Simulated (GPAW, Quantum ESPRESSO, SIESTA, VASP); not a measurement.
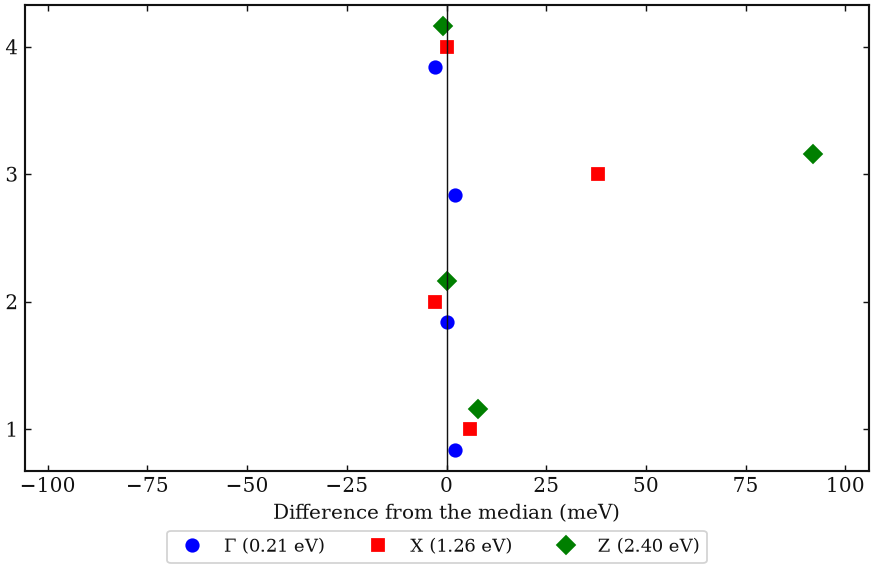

Direct gap at each named k point, for chalcopyrite-type CdGeAs₂, space group I-42d, 8 atoms in the primitive cell; a = 5.978 Å, c = 11.329 Å (tetragonal axes). Four programs ran PBE (no spin polarisation, no spin-orbit coupling) on the same cell and 6×6×6 k mesh. The plot shows each result less the median of the plane-wave runs, which the legend gives. In reduced coordinates of the cell that was run, X is (0, 0, 0.5) and Z is (0.5, 0.5, −0.5).

> The programs are GPAW, Quantum ESPRESSO, SIESTA and VASP. Which number lies farthest out, and which program is it likely to be?

Number 3, off by +92 meV at Z; it is SIESTA (local basis). The numbers: 1 GPAW; 2 Quantum ESPRESSO; 3 SIESTA; 4 VASP.

The plane-wave programs (VASP, Quantum ESPRESSO and GPAW) agree within 10 meV at these points; their potentials differ as well, also in the shells treated as valence. SIESTA departs by up to +92 meV (at Z).

```
         program         kind  valence electrons  Γ (eV)  X (eV)  Z (eV)
            GPAW  plane waves                 52   0.217   1.262   2.403
Quantum ESPRESSO  plane waves                 72   0.215   1.253   2.395
          SIESTA  local basis                128   0.217   1.294   2.487
            VASP  plane waves                 72   0.212   1.256   2.394
```

Settings. GPAW PAW data sets (gpaw-data 1.2.1), 600 eV cutoff, Fermi-Dirac smearing of 0.05 eV (GPAW 26.7.0). SSSP 1.3 efficiency PBE, 816 eV cutoff, Fermi-Dirac smearing of 0.05 eV (Quantum ESPRESSO 7.5). PseudoDojo 0.4 standard (PBE files), Fermi-Dirac smearing of 0.05 eV (SIESTA 5.4.2). VASP PAW PBE potentials, release 64 (Cd, As, Ge_d), 520 eV cutoff, Gaussian smearing of 0.02 eV (VASP 6.6.1).

Spin-orbit coupling is left out, which matters for As and Ge. The cell is a database's computed one. LDA, GGA and most meta-GGA functionals understate gaps. SIESTA: the basis of atomic orbitals isn't converged, which shifts gaps and empty levels.
